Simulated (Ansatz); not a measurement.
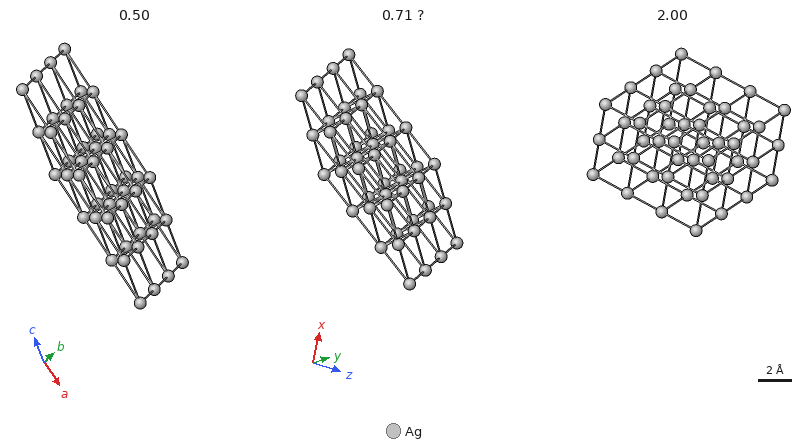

Energy scan for solid Ag (Im-3m), in which the ratio of the cell's length along [111] to its lengths across, counted as 1 for the reference, is changed at fixed volume (a trigonal path), with the atoms kept at their fractional coordinates. x, y and z are the Cartesian axes of the input. Style: ball-and-stick. Shown: the cell of the calculation, repeated 3 × 3 × 2 with one cell outlined, slightly off an axis.

Method: Ansatz, DFT r2SCAN, scalar-relativistic, plane waves, PAW. (plane-wave cutoff 500 eV; k-point mesh 22 × 22 × 22; occupations gaussian; smearing width 0.15 eV; no spin polarisation). Energies (free energies at the smearing named) are counted from the cell as listed in its source, which wasn't relaxed.

```csv
axial ratio over its reference value,energy change (meV/atom)
0.50,8548
0.60,3096
0.71,?
0.85,134
0.93,19
1.00,0
1.08,17
1.20,76
1.41,194
1.70,308
2.00,348
```

Q: Estimate the missing energy from the other rows, and compare with the calculation.

A: A straight line between the two neighbours gives 1793 meV/atom. A cubic through the four nearest rows (0.50, 0.60, 0.85, 0.93) gives, with Lagrange weights, (−0.2251)(8548) + (0.7840)(3096) + (0.7260)(134) + (−0.2849)(19) = 595 meV/atom. The calculation gives 934 meV/atom, so the cubic is 339 meV/atom too low and the straight line 859 meV/atom too high, as the curve bends upwards here.

The whole profile:

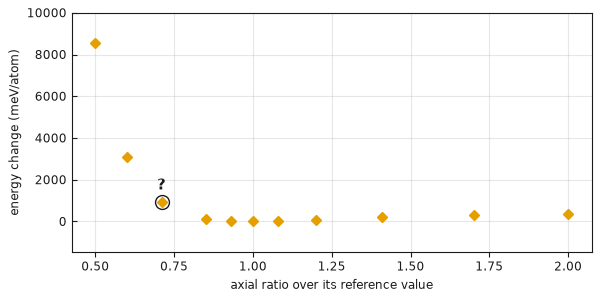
